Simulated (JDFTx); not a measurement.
## PtS₂: 7 runs along one coordinate

System: PtS₂ (P-3m1, 3 atoms in the cell).
Method: Kohn-Sham DFT of a periodic cell, PBE, PseudoDojo-SR-PBE-0.5-standard, no spin polarisation (JDFTx 1.7.0 (patched build)).

The 7 runs differ only in the geometry, by an even scaling of the cell at fixed fractional positions. The structure derives from an entry of the Crystallography Open Database.

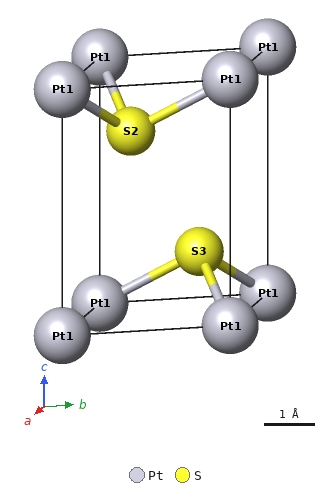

Figure 1. The structure of run 4 (ball-and-stick view of the cell of the calculation, seen slightly off an axis; atoms are numbered from 1 in the order of the input).

## Input of run 4
```
lattice \
    6.6956776048    -3.3478388024     0.0000000000 \
    0.0000000000     5.7986269013     0.0000000000 \
    0.0000000000     0.0000000000     9.5219519968
coords-type Lattice
ion Pt     0.0000000000     0.0000000000     0.0000000000 1
ion S      0.6666666667     0.3333333333     0.7730000000 1
ion S      0.3333333333     0.6666666667     0.2270000000 1

ion-species pseudo/Pt.upf
ion-species pseudo/S.upf
elec-cutoff 42 336
elec-ex-corr gga-PBE
kpoint-folding 9 9 5
elec-smearing Fermi 0.0018374661
elec-n-bands 22
electronic-SCF nIterations 100 energyDiffThreshold 1e-09
electronic-minimize nIterations 30 energyDiffThreshold 1e-7
forces-output-coords Cartesian

dump-name run.$VAR
dump End Ecomponents EigStats BandEigs Kpoints Forces Stress
```

Command:
```bash
jdftx -c 1 -i PtS2.in -o PtS2.out
```

Lattice vectors (Å) and fractional positions of run 4:
```
   3.543200    0.000000    0.000000
  -1.771600    3.068501    0.000000
   0.000000    0.000000    5.038800
Pt  0.000000  0.000000  0.000000
S   0.666667  0.333333  0.773000
S   0.333333  0.666667  0.227000
```

Run 6 differs from it as follows:
```diff
-    6.6956776048    -3.3478388024     0.0000000000 \
-    0.0000000000     5.7986269013     0.0000000000 \
-    0.0000000000     0.0000000000     9.5219519968
+    6.7837887302    -3.3918943651     0.0000000000 \
+    0.0000000000     5.8749333744     0.0000000000 \
+    0.0000000000     0.0000000000     9.6472552083
```

## Results, with one run withheld

```csv
run,volume per atom (Å³),"free energy per atom, from the lowest run given (meV)",pressure (GPa),gap on the mesh (eV)
1,17.165,164.08,23.90,1.08
2,17.531,114.93,19.28,1.06
3,17.896,75.77,15.13,1.03
4,18.261,45.58,11.41,1.01
5,18.626,23.41,8.07,0.99
6,18.992,?,?,?
7,19.357,0.00,2.38,0.95
```

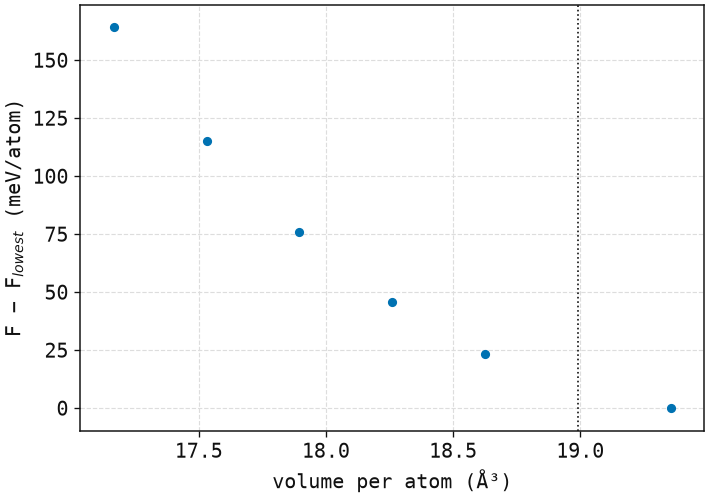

Figure 2. Free energy per atom of the runs given; the dotted line marks run 6.

Estimate the energy of run 6 from the others.

A cubic polynomial in V^(−2/3) (the Birch–Murnaghan form), fitted to the 6 runs given, misses them by at most 0.02 meV per atom. With x = V^(−2/3) − 0.14498 Å⁻², it reads F = 56.656 + 15060 x + 9.723e+05 x² + 1.8263e+06 x³ (meV per atom). At run 6 it gives 8.42 meV per atom, and the run itself gives 8.46. The slope of the fit gives a pressure −dF/dV of 5.07 GPa there, and the run prints 5.08 GPa. The fit has no minimum inside this range. The gap on the mesh goes, without turning, from 1.08 eV in run 1 to 0.95 eV in run 7; run 6 has 0.97 eV. These are gaps of this functional on this mesh, which can miss the band edges; they aren't the measured gap.

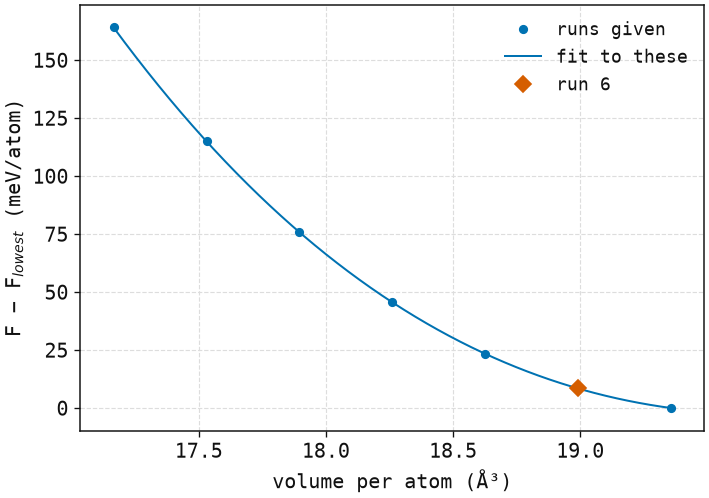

Figure 3. The fit and the withheld run.

## Some lines of the output (run 6)
```
[...]
unit cell volume = 384.485
     Etot =     -141.7265024962269706
        F =     -141.7265027446285899
	HOMO-LUMO gap: +0.035666
	Optical gap  : +0.037576 at state 9 ( [ +0.000000 +0.222222 +0.200000 ] spin 0 )
```

Notes: Spin–orbit coupling is left out, which matters for Pt.
